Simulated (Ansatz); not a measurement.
Run report: Zn8O7 (charge +1), geometry relaxation (part 1 of 2)

System: Zn8O7 (defect cell, 15 atoms in the cell, total charge +1).
Method: DFT PBE, scalar-relativistic, plane waves, PAW, spin-polarised (Ansatz 0.2.0).

The structure derives from a Materials Project entry. It belongs to a series of runs on one base structure; here: O vacancy (site b), charge +1, atoms relaxed at the host's cell, started again with a moment of 3 μB.

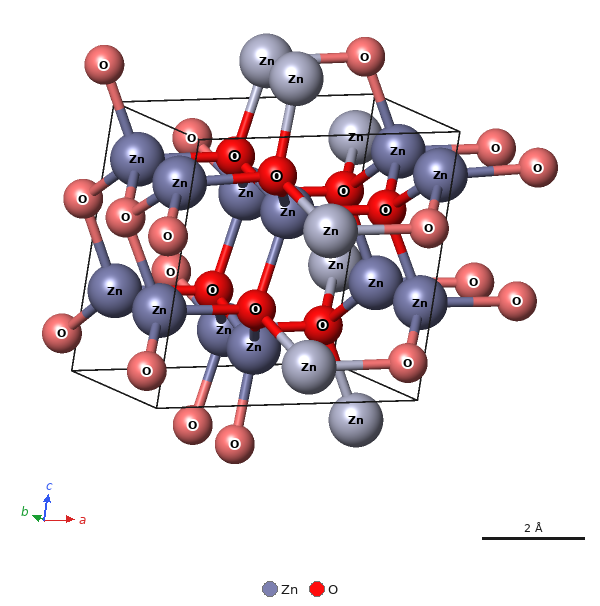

Fig. 1: The input geometry (ball-and-stick view of the cell of the calculation, seen slightly off an axis; neighbours outside the cell are drawn fainter). Near neighbours in the crystal (not all of them lie inside the picture): Zn has 3 O at 1.94 to 1.98 Å; Zn has 4 O at 1.97 to 2.01 Å; O has 4 Zn at 1.94 to 2.01 Å.

## Input
```yaml
crystal:
  lattice:
    - [0.0, 0.0, 5.2932331742]
    - [6.5587815588, -1.0e-10, 0.0]
    - [-3.2793907794, 5.6800714478, 0.0]
  atoms:
    - { symbol: Zn, position: [0.4536972316, 0.3333333333, 0.1666666667], spin: 0.75 }
    - { symbol: Zn, position: [0.5032900875, 0.3380381227, 0.6690190613] }
    - { symbol: Zn, position: [0.5032900875, 0.8309809387, 0.1619618773] }
    - { symbol: Zn, position: [0.5032900875, 0.8309809387, 0.6690190613] }
    - { symbol: Zn, position: [0.0071385315, 0.1581638904, 0.3418361096], spin: 0.75 }
    - { symbol: Zn, position: [0.0071385315, 0.1581638904, 0.8163277808], spin: 0.75 }
    - { symbol: Zn, position: [0.0071385315, 0.6836722192, 0.3418361096], spin: 0.75 }
    - { symbol: Zn, position: [0.0082139169, 0.6666666667, 0.8333333333] }
    - { symbol: O, position: [0.8813175584, 0.3341427478, 0.6670713739] }
    - { symbol: O, position: [0.8813175584, 0.8329286261, 0.1658572522] }
    - { symbol: O, position: [0.8813175584, 0.8329286261, 0.6670713739] }
    - { symbol: O, position: [0.3810200379, 0.1658735838, 0.3341264162] }
    - { symbol: O, position: [0.3810200379, 0.1658735838, 0.8317471676] }
    - { symbol: O, position: [0.3810200379, 0.6682528324, 0.3341264162] }
    - { symbol: O, position: [0.3825646172, 0.6666666667, 0.8333333333] }
  host:
    lattice:
      - [3.2793907794, 0.0, 0.0]
      - [-1.6396953897, 2.8400357239, 0.0]
      - [0.0, 0.0, 5.2932331742]
    atoms:
      - { symbol: Zn, position: [0.6666666667, 0.3333333333, 0.5006044116] }
      - { symbol: Zn, position: [0.3333333333, 0.6666666667, 0.0006044116] }
      - { symbol: O, position: [0.6666666667, 0.3333333333, 0.8797055884] }
      - { symbol: O, position: [0.3333333333, 0.6666666667, 0.3797055884] }
total_charge: 1
basis:
  ecutwfc: 420
  xc_grid: 2
kpoints:
  mp_grid: { grid: [4, 4, 4], shift: [0.0, 0.0, 0.0] }
hamiltonian:
  xc: pbe
scf:
  occupations: { method: gaussian, width: 0.01 }
output:
  forces: true
  stress: false
  eigenvalues: true
  populations: true
  charged_corrections:
    defect_position: [0.87970559, 0.33333333, 0.16666667]
    epsilon: [[10.5528, 0.0, 0.0], [0.0, 10.5528, 0.0], [0.0, 0.0, 11.5878]]
  write_density: true
  write_potential: true
  elf: true
  volumetric_format: npy
magnetization:
  spin_polarized: true
relax:
  adjacent_minimum: "off"
  f_tol: 0.025
  max_steps: 45
```

Launch command:
```bash
ansatz run input.yaml --threads 4 --pin off --max-ram 10240MiB --backend cpu --events-out ev --progress --plain --runs-dir out
```

## What the program printed
```
Engine: ansatz 0.2.0, x86_64-unknown-linux-gnu
Pseudopotentials: kind: paw
Pseudopotential: Zn, paw, valence charge 12, recommended cutoff 420 eV (normal), Zn.paw.azcp
Pseudopotential: O, paw, valence charge 6, recommended cutoff 420 eV (normal), O.paw.azcp
Functional definition: PBE
  parameter kappa = 0.804
  parameter beta = 0.06672455060314922
  exchange = pbe_x(kappa = kappa, mu = beta*pi^2/3)
  correlation = pbe_c(beta = beta)
Crystal: 15 atoms, lattice volume = 197.196 Å³
Basis set: ecut = 420 eV, 3809 PW (Γ), exchange–correlation on 72×90×90 points (8 copies of the dense FFT grid, shifted against one another)
Bands: 85, of which v1, the nominal top of the filled ones, is band 69 counted from 1 (68 counted from 0)
Symmetry: 6 space group operations
Space group: P3m1 (ITA 156), of the structure as read, at distance tolerance 5.8e-5 Å
Magnetic group: BNS 156.49 (UNI 1279), of the structure as read, at distance tolerance 5.8e-5 Å
k-points: 13 of 64 (time reversal used)
Non-local potential: Zn, projectors of the file, l = 0: 2, l = 1: 2, l = 2: 3, l = 3: 1
Non-local potential: O, projectors of the file, l = 0: 2, l = 1: 2, l = 2: 1
PAW form: soft (Blöchl's): semilocal exchange-correlation on the pseudo side does not see the compensation charge
PAW one-centre angular grid: Zn, 590 points (default); XC on 64 Gauss nodes
PAW one-centre angular grid: O, 110 points (default); XC on 64 Gauss nodes
Initial density: superposition of atomic densities (chi_scale 0.1, normalization cell, long waves kept (reshape's long-wave potential 0.23 eV rms))
Starting moments: Σ|m| = 3 μB on 4 of 15 sites
Initial wavefunctions: pseudopotential atomic-orbital guess
Functional: x = pbe(κ = 0.804, μ = 0.2195149727645171), c = pbe(β = 0.06672455060314922)
SCF iter   1: F=—  HF=-30539.052320 eV  |F-HF|=—  |Δ(HF+E_count)|=         —  Δρ=9.93e-2 (↑4.74e-2 ↓9.93e-2)  dr2=1.58e1  dr2_m=4.36e0  M=0.156 μB ∫|m|=0.220 μB  β_m=0.30  ethr=3.10e-3  ⟨swp⟩=5.8  Hψ=7922  notcnv=0  defer=14
preconditioner: auto → Kerker (q_TF=auto, 2.568 Å⁻¹)  [metal: Δε(μ)=0.004 eV  Ē_g=13.862 eV  σ=0.010 eV  W_gap=0.21  n_scr=58 (ndim 8)  ℏωp=31.0 eV  f_vac=0.007  D(μ)=9.96/eV (n_scr^D=82)]
spin=Collinear: Kerker preconditioning applied to the charge; magnetization (m = ρ↑ − ρ↓) channel mixes plain (no charge-response kernel on spin).
SCF iter   2: F=—  HF=-30535.160771 eV  |F-HF|=—  |Δ(HF+E_count)|=    3.89e0  Δρ=6.10e-2 (↑2.96e-2 ↓6.10e-2)  dr2=5.52e0  dr2_m=2.14e0  M=0.156 μB ∫|m|=0.189 μB  β_m=0.30  ethr=3.10e-3  ⟨swp⟩=2.0  Hψ=4320  notcnv=0  defer=256
preconditioner: auto → Resta (q_TF=auto, 2.568 Å⁻¹)  ε∞=6.6  [insulator: Δε(μ)=0.020 eV  Ē_g=13.100 eV  σ=0.010 eV  W_gap=0.78  n_scr=58 (ndim 8)  ℏωp=31.0 eV  f_vac=0.005  D(μ)=4.47/eV (n_scr^D=26)  ε∞_Penn≈6.6]
spin=Collinear: Resta preconditioning applied to the charge; magnetization (m = ρ↑ − ρ↓) channel mixes plain (no charge-response kernel on spin).
SCF iter   3: F=—  HF=-30533.330126 eV  |F-HF|=—  |Δ(HF+E_count)|=    1.83e0  Δρ=2.67e-2 (↑2.39e-2 ↓2.67e-2)  dr2=4.82e-1  dr2_m=1.06e0  M=0.123 μB ∫|m|=0.150 μB  β_m=0.30  ethr=3.10e-3  ⟨swp⟩=2.3  Hψ=4075  notcnv=0  defer=264
SCF iter   4: F=—  HF=-30533.061048 eV  |F-HF|=—  |Δ(HF+E_count)|=   2.69e-1  Δρ=1.86e-2 (↑1.86e-2 ↓1.66e-2)  dr2=7.42e-2  dr2_m=5.39e-1  M=0.089 μB ∫|m|=0.112 μB  β_m=0.30  ethr=3.52e-4  ⟨swp⟩=2.0  Hψ=4308  notcnv=0  defer=268
SCF iter   5: F=—  HF=-30533.207742 eV  |F-HF|=—  |Δ(HF+E_count)|=   1.47e-1  Δρ=1.62e-2 (↑1.62e-2 ↓9.76e-3)  dr2=9.41e-2  dr2_m=2.72e-1  M=0.063 μB ∫|m|=0.083 μB  β_m=0.30  ethr=5.41e-5  ⟨swp⟩=2.0  Hψ=3702  notcnv=0  defer=268
SCF iter   6: F=—  HF=-30533.201911 eV  |F-HF|=—  |Δ(HF+E_count)|=   5.83e-3  Δρ=9.45e-3 (↑9.45e-3 ↓8.12e-3)  dr2=8.44e-3  dr2_m=1.37e-1  M=0.063 μB ∫|m|=0.074 μB  β_m=0.30  ethr=5.41e-5  ⟨swp⟩=2.0  Hψ=2713  notcnv=0  defer=268
SCF iter   7: F=—  HF=-30533.193921 eV  |F-HF|=—  |Δ(HF+E_count)|=   7.99e-3  Δρ=6.30e-3 (↑6.30e-3 ↓6.12e-3)  dr2=1.54e-3  dr2_m=6.92e-2  M=0.063 μB ∫|m|=0.070 μB  β_m=0.30  ethr=6.16e-6  ⟨swp⟩=2.0  Hψ=3703  notcnv=0  defer=268
Mixer restart at iter 7: flushing history
spin-set hold released at iteration 7 (site moments contracting): the magnetisation degrees of freedom join the quasi-Newton model from the next iteration; the mixer history was flushed
SCF iter   8: F=—  HF=-30533.198540 eV  |F-HF|=—  |Δ(HF+E_count)|=   4.62e-3  Δρ=4.51e-3 (↑4.32e-3 ↓4.51e-3)  dr2=5.41e-4  dr2_m=3.50e-2  M=0.062 μB ∫|m|=0.068 μB  β_m=0.65  ethr=1.12e-6  ⟨swp⟩=2.2  Hψ=3552  notcnv=0  defer=268
SCF iter   9: F=—  HF=-30533.205160 eV  |F-HF|=—  |Δ(HF+E_count)|=   6.62e-3  Δρ=3.57e-4 (↑3.57e-4 ↓2.58e-4)  dr2=4.13e-4  dr2_m=1.25e-5  M=0.062 μB ∫|m|=0.064 μB  β_m=0.54  ethr=3.95e-7  ⟨swp⟩=2.3  Hψ=4160  notcnv=0  defer=268
SCF iter  10: F=—  HF=-30533.204904 eV  |F-HF|=—  |Δ(HF+E_count)|=   2.55e-4  Δρ=1.55e-4 (↑1.55e-4 ↓1.43e-4)  dr2=1.10e-4  dr2_m=6.13e-6  M=0.062 μB ∫|m|=0.065 μB  β_m=0.72  ethr=3.01e-7  ⟨swp⟩=2.0  Hψ=3702  notcnv=0  defer=268
SCF iter  11: F=—  HF=-30533.204921 eV  |F-HF|=—  |Δ(HF+E_count)|=   1.62e-5  Δρ=4.75e-5 (↑4.75e-5 ↓3.92e-5)  dr2=1.68e-5  dr2_m=7.52e-7  M=0.062 μB ∫|m|=0.065 μB  β_m=0.86  ethr=8.06e-8  ⟨swp⟩=2.2  Hψ=3453  notcnv=0  defer=268
SCF iter  12: F=—  HF=-30533.204934 eV  |F-HF|=—  |Δ(HF+E_count)|=   1.33e-5  Δρ=2.77e-5 (↑2.38e-5 ↓2.77e-5)  dr2=4.01e-6  dr2_m=3.14e-8  M=0.062 μB ∫|m|=0.065 μB  β_m=0.88  ethr=1.14e-8  ⟨swp⟩=15.8  Hψ=22933  notcnv=0
SCF iter  13: F=-30533.204934 eV  HF=-30533.204936 eV  |F-HF|=1.84e-6  |Δ(HF+E_count)|=   2.21e-6  Δρ=1.92e-5 (↑1.92e-5 ↓1.82e-5)  dr2=2.11e-6  dr2_m=4.50e-9  M=0.062 μB ∫|m|=0.065 μB  ethr=2.93e-9  ⟨swp⟩=10.2  Hψ=19208  notcnv=0
SCF 1 converged in 13 iterations: F = -30533.204934 eV  dr2 = 2.11e-6
  greatest PAW one-centre occupation: 0.988 electrons in one spin orbital (limit 2), on the Zn atom at site 6 (counted from 0), in its partial waves of l = 2
relax step   1: F+E_penalty+E_count = -30533.20493421 eV  Δ(F+E_penalty+E_count) = +0.000e0 eV  max|allowed force component| = 5.318e-3 eV/Å  Δτ_max = 0.0000 Å  (13 SCF iters, dr2 threshold 1.56e-5 eV, accepted)
Initial density: handed on by an earlier stage of this run
Starting moments: Σ|m| = 3 μB on 4 of 15 sites; this step starts from the density that it was given
Initial wavefunctions: those handed on with the density
iter 1 solved again at ethr=1.54e-9 eV; its pass at ethr=3.10e-3 eV (dr2=2.11e-6 eV) is discarded
SCF iter   1: F=—  HF=-30533.204936 eV  |F-HF|=—  |Δ(HF+E_count)|=         —  Δρ=1.92e-5 (↑1.92e-5 ↓1.82e-5)  dr2=2.11e-6  dr2_m=4.50e-9  M=0.062 μB ∫|m|=0.065 μB  β_m=0.30  ethr=1.54e-9  ⟨swp⟩=1.0  Hψ=5330  notcnv=0
preconditioner: auto → Resta (q_TF=auto, 2.568 Å⁻¹)  ε∞=7.5  [insulator: Δε(μ)=0.031 eV  Ē_g=12.099 eV  σ=0.010 eV  W_gap=0.67  n_scr=58 (ndim 8)  ℏωp=31.0 eV  f_vac=0.040  D(μ)=4.82/eV (n_scr^D=26)  ε∞_Penn≈7.5]
spin=Collinear: Resta preconditioning applied to the charge; magnetization (m = ρ↑ − ρ↓) channel mixes plain (no charge-response kernel on spin).
SCF iter   2: F=—  HF=-30533.204936 eV  |F-HF|=—  |Δ(HF+E_count)|=   5.28e-7  Δρ=7.94e-6 (↑7.94e-6 ↓7.56e-6)  dr2=6.36e-7  dr2_m=2.88e-9  M=0.062 μB ∫|m|=0.065 μB  β_m=0.36  ethr=1.54e-9  ⟨swp⟩=2.0  Hψ=3528  notcnv=0
SCF iter   3: F=—  HF=-30533.204936 eV  |F-HF|=—  |Δ(HF+E_count)|=   2.88e-7  Δρ=5.49e-6 (↑5.33e-6 ↓5.49e-6)  dr2=3.43e-7  dr2_m=1.39e-9  M=0.062 μB ∫|m|=0.065 μB  β_m=0.68  ethr=4.64e-10  ⟨swp⟩=2.4  Hψ=3543  notcnv=0
SCF iter   4: F=-30533.204936 eV  HF=-30533.204936 eV  |F-HF|=1.44e-8  |Δ(HF+E_count)|=   4.71e-7  Δρ=2.28e-6 (↑2.22e-6 ↓2.28e-6)  dr2=3.31e-8  dr2_m=8.43e-12  M=0.062 μB ∫|m|=0.065 μB  ethr=7.30e-11  ⟨swp⟩=6.3  Hψ=14331  notcnv=0
the starting moments were not kept: the SCF closed with an absolute magnetisation of 6.5e-2 μB, where they sum to 3 μB in size (4 sites). That is at most 0.1 of that sum.
SCF 2 converged in 4 iterations: F = -30533.204936 eV  dr2 = 3.31e-8
  greatest PAW one-centre occupation: 0.988 electrons in one spin orbital (limit 2), on the Zn atom at site 5 (counted from 0), in its partial waves of l = 2
relax step   2: F+E_penalty+E_count = -30533.20493626 eV  Δ(F+E_penalty+E_count) = -2.055e-6 eV  max|allowed force component| = 5.253e-3 eV/Å  Δτ_max = 0.0000 Å  (4 SCF iters, accepted)
```

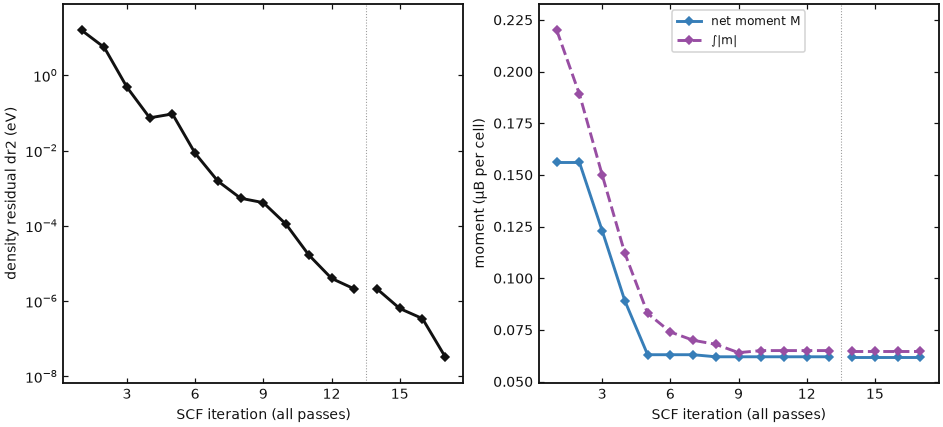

Fig. 2: Convergence of the self-consistent field: density residual dr2 and magnetic moment against the SCF iteration. The dotted lines part the SCF passes of the relaxation: geometry steps, rejected trials and re-solves on a re-selected basis. The passes take 13 and 4 iterations. The net moment stays at 0.1 μB per cell.

```
SCF converged after 4 iterations
Magnetization: 0.0625 μB (68.5312 up, 68.4688 down)
Absolute magnetization: 0.0659 μB (∫|ρ↑−ρ↓|, with the PAW one-centre terms)
Spin contamination: 0.0000 ħ² per cell (⟨S²⟩ above its minimum at these occupations)
Per-site moments (μB) at R_I (Å): [(0.0014265027377738766, 0.80061043511084), (0.00018959775136057397, 0.8138571581696337), (0.00018959775136051654, 0.8138571581696337), (0.00018959775136050282, 0.813857158169634), (0.0013781592065589031, 0.8108508350794539), (0.0013781592065588565, 0.8108508350794533), (0.0013781592065587917, 0.8108508350794533), (7.674278902779258e-5, 0.8173792875653466), (0.004358111224236804, 0.8108508350794533), (0.0043581112242371016, 0.8108508350794533), (0.004358111224237036, 0.8108508350794541), (0.0025064122289864387, 0.80061043511084), (0.0025064122289865085, 0.8006104351108404), (0.0025064122289863585, 0.80061043511084), (0.0010397196845744925, 0.8138571581696337)]
Free energy (F): -30533.204936 eV
Harris-Foulkes:  -30533.204936 eV  (|F-HF|=1.44e-8)
Internal energy: -30533.204695 eV  (E = F + TS)
E sigma→0 (E₀):  -30533.204816 eV
Entropy (-TS):   -0.000241 eV (-0.016 meV/atom)
Fermi energy:    7.600532 eV
--- Per-component energies (eV) ---
  E_band       = 142.664164
  E_kinetic    = 2253.518704
  E_local      = -16517.105957  (includes V_loc(G=0)·N_el)
  E_nonlocal   = 5281.254280
  E_hartree    = 6822.916434
  E_xc         = -1594.456221
  E_vxc        = -1049.787008  (∫ρ·V_xc dr)
  E_paw        = -15756.338010  (= ΣΔE_a)
  E_vpaw       = -3471.042070  (= ΣTr[D̂ρ^β])
  E_aug_tail   = 0.014163  (compensation charges beyond the density's cutoff)
  E_ewald      = -11023.008088
  E_smearing   = -0.000241  (= −TS)
  E_closure    = 0.000000  (closes the sum)
  E_deformation_potential = 13.074609  (in the stress; not in F)
  Σ components = -30533.204936   (vs F -30533.204936, Δ=0.00e0)
--- Forces (eV/Å), atoms counted from 1 ---
  atom   1  Zn     0.00000000     0.00000000    -0.00248558
  atom   2  Zn     0.00187163     0.00108058     0.00248381
  atom   3  Zn    -0.00000000    -0.00216117     0.00248381
  atom   4  Zn    -0.00187163     0.00108058     0.00248381
  atom   5  Zn     0.00027689    -0.00015986    -0.00047385
  atom   6  Zn     0.00000000     0.00031972    -0.00047385
  atom   7  Zn    -0.00027689    -0.00015986    -0.00047385
  atom   8  Zn    -0.00000000    -0.00000000    -0.00525491
  atom   9  O     -0.00225120    -0.00129973    -0.00066752
  atom  10  O      0.00000000     0.00259946    -0.00066752
  atom  11  O      0.00225120    -0.00129973    -0.00066752
  atom  12  O     -0.00264896     0.00152938     0.00044632
  atom  13  O     -0.00000000    -0.00305875     0.00044632
  atom  14  O      0.00264896     0.00152938     0.00044632
  atom  15  O     -0.00000000    -0.00000000     0.00234449
  max |Σ_I F_I| component: 2.97e-5 eV/Å
--- Charged-cell corrections in eV (Makov–Payne, q = +1.000 e, ε = [10.553, 10.553, 11.588]) ---
  F (periodic)     = -30533.204936  (uncorrected; the corrections below are reported, never added to it)
  E_corr1          = +0.321287  (monopole, q²α_M/2ε̄L, of the cell on which ε is isotropic)
  F Makov-Payne    = -30532.883649  (F + E_corr1; no measured alignment; for a localised charge, not one spread in a band: unchecked)
  no potential alignment in this run, which stands beside a crystal: run the host's input off ansatz write-host-input, and read the two finished runs by ansatz place-levels (neither reads a slab, a wire or a sheet, whose cell leaves a vacuum)
--- Band table (eV; the first three rows and the last of 26) ---
```
